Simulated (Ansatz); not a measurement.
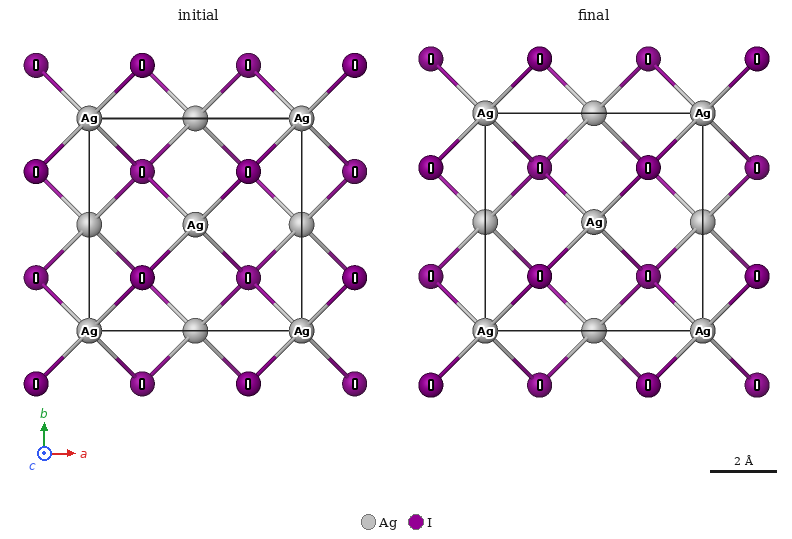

The structure of crystalline AgI (set up in F-43m) before (left) and after (right) a relaxation, at one scale.

Style: ball-and-stick. Shown: the conventional cell (4 times the calculation's cell), along the c axis. Lengths and directions refer to the drawn axes.

Level of theory: DFT PBE, scalar-relativistic, plane waves, PAW in Ansatz. (plane-wave cutoff 420 eV; k-point mesh 8 × 8 × 8; occupations gaussian; smearing width 0.02 eV; no spin polarisation; cell and atoms relaxed; force threshold 0.005 eV/Å; at most 80 steps)

**What changed between the two?**

No atom moves by more than 0.005 Å relative to the cell. The volume changes by +7.5 %, with a = b = c 6.473 → 6.631 Å (+2.4 %). Some distances before and after: Ag–I 2.803 → 2.871 Å. The space group stays F-43m (No. 216). After 2 accepted moves (3 points after the start) the energy has fallen by 16.1 meV per atom. All forces vanish by symmetry, so only the cell relaxes. The pressure goes from 2.23 to −0.04 GPa. At 1 point the geometry stayed and the basis and grid were re-selected for the new cell (energy shift of 0.4 meV per atom at most each time). The run took roughly 40 core-seconds on a shared host.
